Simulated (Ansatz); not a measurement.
Given this structure, the input geometry of an electronic-structure calculation (not necessarily at equilibrium); the starting structure was generated, so it need not be a known form of this composition, written in its standard cell:

```xyz
8
Lattice="4.7939 0.0000 0.0000 0.0000 4.7939 0.0000 0.0000 0.0000 4.7939" Properties=species:S:1:pos:R:3 pbc="T T T"
Co    3.5954    3.5954    3.5954
Co    0.0000    2.3969    0.0000
Co    3.5954    1.1985    1.1985
Co    0.0000    0.0000    2.3969
Co    1.1985    3.5954    1.1985
Co    2.3969    2.3969    2.3969
Co    1.1985    1.1985    3.5954
Co    2.3969    0.0000    0.0000
```

**Predict the [110] zone-axis pattern (120 kV, kinematic, B = 1 Å²).**

The spots form a centred rectangular net with both shortest vectors at d = 2.77 Å, 70.5° apart. They are -1 1 -1 and -1 1 1. The pattern has symmetry 2mm. The lattice centring (F) removes all reflections that break h + k = 2n, h + l = 2n; a screw axis and a glide plane both extinguish reflections such as 0 0 2, 0 0 6; reflections such as 2 -2 -2, 2 -2 2, 4 -4 -2 are allowed by the space group but vanish because the atoms sit on special positions.

Strongest reflections with d > 0.85 Å, one of each family (|F|² from tabulated Gaussian fits of the electron scattering factors, times a small damping for the curvature of the Ewald sphere):

| hkl | d (Å) | I (strongest = 100) |
| --- | --- | --- |
| 1 -1 1 | 2.768 | 100 |
| 2 -2 0 | 1.695 | 77 |
| 0 0 4 | 1.198 | 32 |
| 1 -1 3 | 1.445 | 26 |
| 2 -2 4 | 0.979 | 16 |
| 3 -3 1 | 1.100 | 12 |

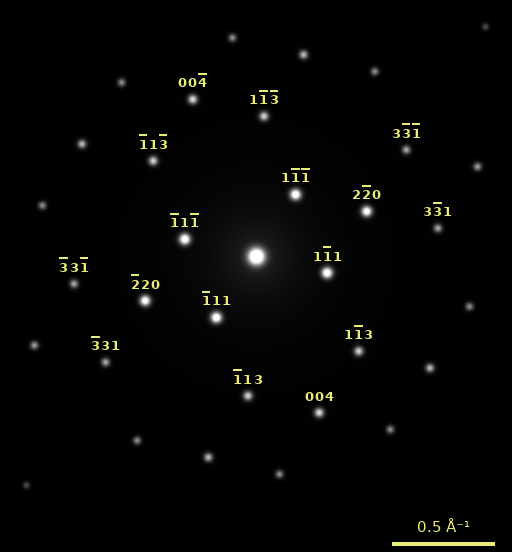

Calculated pattern, seen from the source side with [110] pointing towards the source.
